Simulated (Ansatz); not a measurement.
# Re in Mo(100), 2x2: scattering by a point defect, part 2 of 3

Wanted: the reflection from a plane of defects, Re in Mo(100), 2x2, and the resistivity it implies.

Ansatz 0.2.0; Ansatz plane-wave DFT, PBE, PAW files; ballistic transport by layer matching (Landauer), zero bias; PAW set soft_1 (the session's first sound run).

So far, resistivity per at.% scaled from this dense plane, with the factor 3/4 for isotropic scattering (µΩ cm): step 3 (resistance at ideal sites) 0.401.

### 4. Relaxing the neighbours

The neighbours of the defect are let go while the lead's layers stay on their sites, since a lead must repeat to 0.01 Å.

This step: Ansatz plane-wave DFT, PBE, PAW files; relaxation with the lead's layers held; PAW set soft_1 (Ansatz 0.2.0).

input.yaml

```yaml
crystal:
  lattice:
    - [6.294, 0.0, 0.0]
    - [0.0, 6.294, 0.0]
    - [0.0, 0.0, 28.323]
  atoms:
    - { symbol: Mo, position: [0.0, 0.0, 0.0277777778] }
    - { symbol: Mo, position: [0.0, 0.5, 0.0277777778] }
    - { symbol: Mo, position: [0.5, 0.0, 0.0277777778] }
    - { symbol: Mo, position: [0.5, 0.5, 0.0277777778] }
    - { symbol: Mo, position: [0.25, 0.25, 0.0833333333] }
    - { symbol: Mo, position: [0.25, 0.75, 0.0833333333] }
    - { symbol: Mo, position: [0.75, 0.25, 0.0833333333] }
    - { symbol: Mo, position: [0.75, 0.75, 0.0833333333] }
    - { symbol: Mo, position: [0.0, 0.0, 0.1388888889] }
    - { symbol: Mo, position: [0.0, 0.5, 0.1388888889] }
    - { symbol: Mo, position: [0.5, 0.0, 0.1388888889] }
    - { symbol: Mo, position: [0.5, 0.5, 0.1388888889] }
    - { symbol: Mo, position: [0.25, 0.25, 0.1944444444] }
    - { symbol: Mo, position: [0.25, 0.75, 0.1944444444] }
    - { symbol: Mo, position: [0.75, 0.25, 0.1944444444] }
    - { symbol: Mo, position: [0.75, 0.75, 0.1944444444] }
    - { symbol: Mo, position: [0.0, 0.0, 0.25] }
    - { symbol: Mo, position: [0.0, 0.5, 0.25] }
    - { symbol: Mo, position: [0.5, 0.0, 0.25] }
    - { symbol: Mo, position: [0.5, 0.5, 0.25] }
    - { symbol: Mo, position: [0.25, 0.25, 0.3055555556] }
    - { symbol: Mo, position: [0.25, 0.75, 0.3055555556] }
    - { symbol: Mo, position: [0.75, 0.25, 0.3055555556] }
    - { symbol: Mo, position: [0.75, 0.75, 0.3055555556] }
    - { symbol: Mo, position: [0.0, 0.0, 0.3611111111] }
    - { symbol: Mo, position: [0.0, 0.5, 0.3611111111] }
    - { symbol: Mo, position: [0.5, 0.0, 0.3611111111] }
    - { symbol: Mo, position: [0.5, 0.5, 0.3611111111] }
    - { symbol: Mo, position: [0.25, 0.25, 0.4166666667] }
    - { symbol: Mo, position: [0.25, 0.75, 0.4166666667] }
    - { symbol: Mo, position: [0.75, 0.25, 0.4166666667] }
    - { symbol: Mo, position: [0.75, 0.75, 0.4166666667] }
    - { symbol: Mo, position: [0.0, 0.0, 0.4722222222] }
    - { symbol: Mo, position: [0.0, 0.5, 0.4722222222] }
    - { symbol: Mo, position: [0.5, 0.0, 0.4722222222] }
    - { symbol: Mo, position: [0.5, 0.5, 0.4722222222] }
    - { symbol: Re, position: [0.25, 0.25, 0.5277777778] }
    - { symbol: Mo, position: [0.25, 0.75, 0.5277777778] }
    - { symbol: Mo, position: [0.75, 0.25, 0.5277777778] }
    - { symbol: Mo, position: [0.75, 0.75, 0.5277777778] }
    - { symbol: Mo, position: [0.0, 0.0, 0.5833333333] }
    - { symbol: Mo, position: [0.0, 0.5, 0.5833333333] }
    - { symbol: Mo, position: [0.5, 0.0, 0.5833333333] }
    - { symbol: Mo, position: [0.5, 0.5, 0.5833333333] }
    - { symbol: Mo, position: [0.25, 0.25, 0.6388888889] }
    - { symbol: Mo, position: [0.25, 0.75, 0.6388888889] }
    - { symbol: Mo, position: [0.75, 0.25, 0.6388888889] }
    - { symbol: Mo, position: [0.75, 0.75, 0.6388888889] }
    - { symbol: Mo, position: [0.0, 0.0, 0.6944444444] }
    - { symbol: Mo, position: [0.0, 0.5, 0.6944444444] }
    - { symbol: Mo, position: [0.5, 0.0, 0.6944444444] }
    - { symbol: Mo, position: [0.5, 0.5, 0.6944444444] }
    - { symbol: Mo, position: [0.25, 0.25, 0.75] }
    - { symbol: Mo, position: [0.25, 0.75, 0.75] }
    - { symbol: Mo, position: [0.75, 0.25, 0.75] }
    - { symbol: Mo, position: [0.75, 0.75, 0.75] }
    - { symbol: Mo, position: [0.0, 0.0, 0.8055555556] }
    - { symbol: Mo, position: [0.0, 0.5, 0.8055555556] }
    - { symbol: Mo, position: [0.5, 0.0, 0.8055555556] }
    - { symbol: Mo, position: [0.5, 0.5, 0.8055555556] }
    - { symbol: Mo, position: [0.25, 0.25, 0.8611111111] }
    - { symbol: Mo, position: [0.25, 0.75, 0.8611111111] }
    - { symbol: Mo, position: [0.75, 0.25, 0.8611111111] }
    - { symbol: Mo, position: [0.75, 0.75, 0.8611111111] }
    - { symbol: Mo, position: [0.0, 0.0, 0.9166666667] }
    - { symbol: Mo, position: [0.0, 0.5, 0.9166666667] }
    - { symbol: Mo, position: [0.5, 0.0, 0.9166666667] }
    - { symbol: Mo, position: [0.5, 0.5, 0.9166666667] }
    - { symbol: Mo, position: [0.25, 0.25, 0.9722222222] }
    - { symbol: Mo, position: [0.25, 0.75, 0.9722222222] }
    - { symbol: Mo, position: [0.75, 0.25, 0.9722222222] }
    - { symbol: Mo, position: [0.75, 0.75, 0.9722222222] }
kpoints:
  mp_grid: { grid: [4, 4, 1] }
hamiltonian:
  xc: pbe
  pseudopotentials: { kind: paw, azcp: { folder: soft_1 } }
scf:
  occupations: { method: fermi_dirac, width: 0.1 }
relax:
  f_tol: 0.03
  max_steps: 40
  constraints:
    - { sites: [0, 1, 2, 3, 4, 5, 6, 7, 8, 9, 10, 11, 12, 13, 14, 15, 16, 17, 18, 19, 52, 53, 54, 55, 56, 57, 58, 59, 60, 61, 62, 63, 64, 65, 66, 67, 68, 69, 70, 71] }
```

Started as:

```bash
> ansatz run input.yaml --threads 4 --pin off --max-ram 15360MiB --backend cpu --events-out ev --progress --plain --runs-dir out
```

Numbers of over 12 decimals in the logs are rounded to 6 here.

What it wrote:

```text
Warning: crystal.symmetry: narrowed to the stabiliser of the relax constraints — unitary ops 16 → 8; lowered at sites 20, 21, 22, 23, 52, 53, 54, 55 (the operations that carried what is held of a site onto what its image site leaves free; the constrained walk keeps no symmetry that its constraints do not admit)
[...]
Crystal: 72 atoms, lattice volume = 1122.000 Å³
Basis set: ecut = 420 eV, 21955 PW (Γ), exchange–correlation on 90×90×384 points (8 copies of the dense FFT grid, shifted against one another)
Bands: 606, of which v1, the nominal top of the filled ones, is band 505 counted from 1 (504 counted from 0)
Symmetry: 8 space group operations
k-points: 6 of 16
[...]
SCF iter   1: F=—  HF=-362815.233382 eV  |F-HF|=—  |Δ(HF+E_count)|=         —  Δρ=1.18e-1  dr2=3.08e3  ethr=3.10e-3  ⟨swp⟩=4.8  Hψ=11392  notcnv=0
[...]
SCF iter   8: F=-362749.644012 eV  HF=-362749.644014 eV  |F-HF|=2.61e-6  |Δ(HF+E_count)|=   4.33e-6  Δρ=6.99e-6  dr2=2.83e-6  ethr=1.60e-9  ⟨swp⟩=3.0  Hψ=9351  notcnv=0
SCF 1 converged in 8 iterations: F = -362749.644012 eV  dr2 = 2.83e-6
[...]
relax step   1: F+E_penalty+E_count = -362749.64401159 eV  Δ(F+E_penalty+E_count) = +0.000e0 eV  max|allowed force component| = 1.143e-1 eV/Å  Δτ_max = 0.0000 Å  (8 SCF iters, dr2 threshold 2.25e-5 eV, accepted)
[...]
iter 1 solved again at ethr=1.52e-5 eV; its pass at ethr=3.10e-3 eV (dr2=1.53e-1 eV) is discarded
[...]
SCF iter   6: F=-362749.638517 eV  HF=-362749.638517 eV  |F-HF|=8.85e-9  |Δ(HF+E_count)|=   9.90e-9  Δρ=1.40e-6  dr2=2.01e-8  ethr=9.91e-12  ⟨swp⟩=3.7  Hψ=12453  notcnv=0
SCF 2 converged in 6 iterations: F = -362749.638517 eV  dr2 = 2.01e-8
relax step   2: F+E_penalty+E_count = -362749.63851661 eV  Δ(F+E_penalty+E_count) = +5.495e-3 eV  max|allowed force component| = 1.457e-1 eV/Å  Δτ_max = 0.0290 Å  (6 SCF iters, rejected (line search))
SCF iter   1: F=—  HF=-362749.648580 eV  |F-HF|=—  |Δ(HF+E_count)|=         —  Δρ=1.17e-3  dr2=8.67e-2  ethr=7.21e-5  ⟨swp⟩=6.8  Hψ=8381  notcnv=0
[...]
SCF iter   6: F=-362749.646564 eV  HF=-362749.646564 eV  |F-HF|=1.23e-8  |Δ(HF+E_count)|=   7.35e-8  Δρ=1.10e-6  dr2=1.97e-8  ethr=9.91e-12  ⟨swp⟩=3.7  Hψ=11851  notcnv=0
SCF 3 converged in 6 iterations: F = -362749.646564 eV  dr2 = 1.97e-8
relax step   3: F+E_penalty+E_count = -362749.64656390 eV  Δ(F+E_penalty+E_count) = -2.552e-3 eV  max|allowed force component| = 1.245e-2 eV/Å  Δτ_max = 0.0100 Å  (6 SCF iters, accepted)
SCF converged after 6 iterations
Free energy (F): -362749.646564 eV
[...]
Internal energy: -362748.021208 eV  (E = F + TS)
E sigma→0 (E₀):  -362748.833886 eV
Entropy (-TS):   -1.625356 eV (-22.574 meV/atom)
Fermi energy:    21.144507 eV
[...]
--- Forces (eV/Å), atoms counted from 1 ---
  atom   1  Mo     0.00160985     0.00160985    -0.00053844
  atom   2  Mo     0.00160985    -0.00160985    -0.00053844
  atom   3  Mo    -0.00160985     0.00160985    -0.00053844
  atom   4  Mo    -0.00160985    -0.00160985    -0.00053844
  atom   5  Mo    -0.00000000     0.00000000    -0.00270385
  atom   6  Mo    -0.00000000     0.00000000    -0.00123275
  atom   7  Mo    -0.00000000    -0.00000000    -0.00123275
  atom   8  Mo     0.00000000     0.00000000     0.00321787
  atom   9  Mo     0.00090486     0.00090486     0.00204550
  atom  10  Mo     0.00090486    -0.00090486     0.00204550
  atom  11  Mo    -0.00090486     0.00090486     0.00204550
  atom  12  Mo    -0.00090486    -0.00090486     0.00204550
  atom  13  Mo     0.00000000     0.00000000     0.00737090
  atom  14  Mo     0.00000000    -0.00000000     0.00746810
  atom  15  Mo     0.00000000     0.00000000     0.00746810
  atom  16  Mo    -0.00000000     0.00000000    -0.00488227
  atom  17  Mo     0.00079045     0.00079045     0.02841527
  atom  18  Mo     0.00079045    -0.00079045     0.02841527
  atom  19  Mo    -0.00079045     0.00079045     0.02841527
  atom  20  Mo    -0.00079045    -0.00079045     0.02841527
  atom  21  Mo     0.00000000     0.00000000     0.00543147
  atom  22  Mo    -0.00000000     0.00000000    -0.00135537
  atom  23  Mo    -0.00000000     0.00000000    -0.00135537
  atom  24  Mo    -0.00000000     0.00000000    -0.01245380
  atom  25  Mo    -0.00019031    -0.00019031    -0.00122304
  atom  26  Mo    -0.00019031     0.00019031    -0.00122304
  atom  27  Mo     0.00019031    -0.00019031    -0.00122304
  atom  28  Mo     0.00019031     0.00019031    -0.00122304
  atom  29  Mo     0.00000000     0.00000000     0.00964782
  atom  30  Mo    -0.00000000     0.00000000    -0.00305396
  atom  31  Mo    -0.00000000     0.00000000    -0.00305396
  atom  32  Mo    -0.00000000    -0.00000000    -0.01057302
  atom  33  Mo     0.00575484     0.00575484     0.00061725
  atom  34  Mo     0.00575484    -0.00575484     0.00061725
  atom  35  Mo    -0.00575484     0.00575484     0.00061725
  atom  36  Mo    -0.00575484    -0.00575484     0.00061725
  atom  37  Re    -0.00000000     0.00000000    -0.00055680
  atom  38  Mo    -0.00000000    -0.00000000    -0.00005380
  atom  39  Mo    -0.00000000     0.00000000    -0.00005380
  atom  40  Mo     0.00000000     0.00000000     0.00037293
[...]
atom  61  Mo     0.00000000    -0.00000000     0.00779755
  atom  62  Mo     0.00000000    -0.00000000    -0.00027233
  atom  63  Mo    -0.00000000    -0.00000000    -0.00027233
  atom  64  Mo     0.00000000    -0.00000000     0.00642550
  atom  65  Mo     0.00089539     0.00089539    -0.00254155
  atom  66  Mo     0.00089539    -0.00089539    -0.00254155
  atom  67  Mo    -0.00089539     0.00089539    -0.00254155
  atom  68  Mo    -0.00089539    -0.00089539    -0.00254155
  atom  69  Mo     0.00000000    -0.00000000     0.00373218
  atom  70  Mo     0.00000000    -0.00000000     0.00198916
  atom  71  Mo     0.00000000    -0.00000000     0.00198916
  atom  72  Mo    -0.00000000     0.00000000    -0.00213851
  max |Σ_I F_I| component: 6.44e-5 eV/Å
--- Relaxed structure (3 steps of the walk, 2 accepted, 0 SCFs on fresh bases) ---
  F+E_penalty+E_count = -362749.64656390 eV   max|allowed force component| = 1.245e-2 eV/Å
  atoms:
    - { symbol: Mo, position: [0.0, 0.0, 0.027778] }
    - { symbol: Mo, position: [0.0, 0.5, 0.027778] }
    - { symbol: Mo, position: [0.5, 0.0, 0.027778] }
    - { symbol: Mo, position: [0.5, 0.5, 0.027778] }
    - { symbol: Mo, position: [0.25, 0.25, 0.083333] }
    - { symbol: Mo, position: [0.25, 0.75, 0.083333] }
    - { symbol: Mo, position: [0.75, 0.25, 0.083333] }
    - { symbol: Mo, position: [0.75, 0.75, 0.083333] }
    - { symbol: Mo, position: [0.0, 0.0, 0.138889] }
    - { symbol: Mo, position: [0.0, 0.5, 0.138889] }
    - { symbol: Mo, position: [0.5, 0.0, 0.138889] }
    - { symbol: Mo, position: [0.5, 0.5, 0.138889] }
    - { symbol: Mo, position: [0.25, 0.25, 0.194444] }
    - { symbol: Mo, position: [0.25, 0.75, 0.194444] }
    - { symbol: Mo, position: [0.75, 0.25, 0.194444] }
    - { symbol: Mo, position: [0.75, 0.75, 0.194444] }
    - { symbol: Mo, position: [0.0, 0.0, 0.250000] }
    - { symbol: Mo, position: [0.0, 0.5, 0.250000] }
    - { symbol: Mo, position: [0.5, 0.0, 0.250000] }
    - { symbol: Mo, position: [0.5, 0.5, 0.250000] }
    - { symbol: Mo, position: [0.25, 0.25, 0.305724] }
    - { symbol: Mo, position: [0.25, 0.75, 0.305617] }
    - { symbol: Mo, position: [0.75, 0.25, 0.305617] }
    - { symbol: Mo, position: [0.75, 0.75, 0.305546] }
    - { symbol: Mo, position: [-4.722425174856606e-5, -4.722425174856618e-5, 0.361260] }
    - { symbol: Mo, position: [-4.722425174856605e-5, 0.500047, 0.361260] }
    - { symbol: Mo, position: [0.500047, -4.722425174856617e-5, 0.361260] }
    - { symbol: Mo, position: [0.500047, 0.500047, 0.361260] }
    - { symbol: Mo, position: [0.25, 0.25, 0.417018] }
    - { symbol: Mo, position: [0.25, 0.75, 0.416812] }
    - { symbol: Mo, position: [0.75, 0.25, 0.416812] }
    - { symbol: Mo, position: [0.75, 0.75, 0.416452] }
    - { symbol: Mo, position: [-0.000136499, -0.000136499, 0.472328] }
    - { symbol: Mo, position: [-0.000136499, 0.500136, 0.472328] }
    - { symbol: Mo, position: [0.500136, -0.000136499, 0.472328] }
    - { symbol: Mo, position: [0.500136, 0.500136, 0.472328] }
    - { symbol: Re, position: [0.25, 0.25, 0.527803] }
    - { symbol: Mo, position: [0.25, 0.75, 0.527803] }
    - { symbol: Mo, position: [0.75, 0.25, 0.527803] }
    - { symbol: Mo, position: [0.75, 0.75, 0.527804] }
    - { symbol: Mo, position: [-0.000134688, -0.000134688, 0.583276] }
[...]
- { symbol: Mo, position: [0.25, 0.25, 0.861111] }
    - { symbol: Mo, position: [0.25, 0.75, 0.861111] }
    - { symbol: Mo, position: [0.75, 0.25, 0.861111] }
    - { symbol: Mo, position: [0.75, 0.75, 0.861111] }
    - { symbol: Mo, position: [0.0, 0.0, 0.916667] }
    - { symbol: Mo, position: [0.0, 0.5, 0.916667] }
    - { symbol: Mo, position: [0.5, 0.0, 0.916667] }
    - { symbol: Mo, position: [0.5, 0.5, 0.916667] }
    - { symbol: Mo, position: [0.25, 0.25, 0.972222] }
    - { symbol: Mo, position: [0.25, 0.75, 0.972222] }
    - { symbol: Mo, position: [0.75, 0.25, 0.972222] }
    - { symbol: Mo, position: [0.75, 0.75, 0.972222] }
```

Run time: 4.1 min. Hardware: 4 threads of AMD EPYC 9R14 (Zen 4), shared host; peak memory 8.8 GiB.

Step by step:

```tsv
step	energy less that of the first step (eV)	largest force component (eV/Å)
1	0.0000	0.1143
2	0.0055	0.1457
3	-0.0026	0.0125
```

Relaxation step 2 was tried and not accepted.

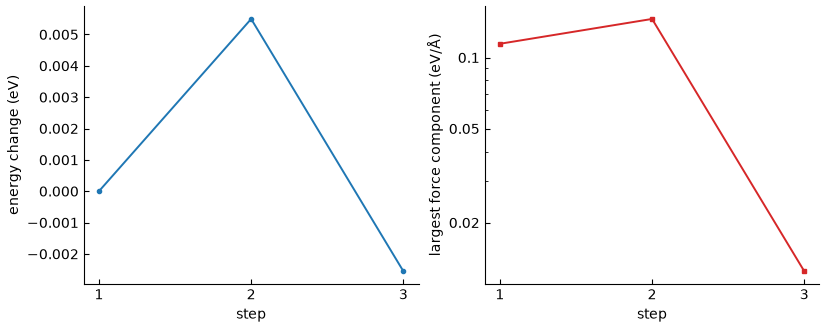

Energy and largest force along the relaxation.

Numbers from this step:

```yaml
free_energy: -362749.6466 eV
energy_at_zero_smearing: -362748.8339 eV
```

The largest force component on a free atom ends at 0.012 eV/Å, under the tolerance of 0.03, after 3 steps.

(Continued in part 3 of 3.)

[Logs are printed without paths, hosts, clocks, repeated set-up lines and the standing remarks that a program may print on its own settings, such as how far it seeks lower states.]

[Hosts, paths, dates, database ids (printed as entryN), source tags and the programs' standing remarks are cut or masked in the printed files.]
